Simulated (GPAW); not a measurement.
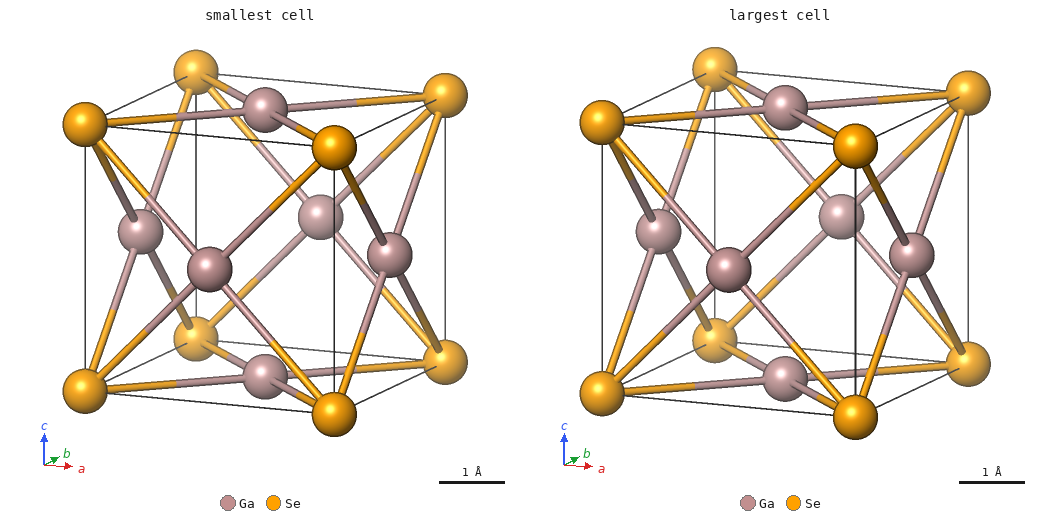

Ga3Se, Cu₃Au (L1₂) type, space group Pm-3m (No. 221), relaxed (cell and atoms, zero pressure) with five choices of dispersion term on top of PBEsol; the smallest and the largest of the relaxed conventional cells are drawn to one scale (sticks follow a distance rule). The start was a structure listed in the Materials Project. It needn't be the stable form of this composition.

Alike in all runs: GPAW 26.7.0; functional PBEsol; potentials PAW data sets generated in the run's folder for this functional; cutoff 600 eV; k mesh 6 × 6 × 6 on the run's cell of 4 atoms; occupations fermi-dirac, width 0.05 eV; no spin polarisation; no spin-orbit coupling. All runs are metallic.

```tsv
level	volume (Å³/atom)	a (Å)
D3	?	?
D4	19.13	4.246
D3(BJ)	18.95	4.232
D3(BJ)-ATM	19.06	4.240
none	19.91	4.302
```

What does D3 give?

Volume 19.39 Å³/atom; a 4.265 Å. That is between D4 and none in volume.

Order the levels by the relaxed volume, smallest first.

D3(BJ) (18.95 Å³/atom), D3(BJ)-ATM (19.06 Å³/atom), D4 (19.13 Å³/atom), D3 (19.39 Å³/atom), none (19.91 Å³/atom). Rows within a few tenths of a per cent can't be told apart.

Caveat: later steps reuse the first step's grids; an odd number of electrons without spin polarisation forces a metal, and a magnetic or distorted state may lie lower; the relaxed volumes lie -13 to -9 % from the starting cell; pairwise dispersion terms can overbind metals strongly.
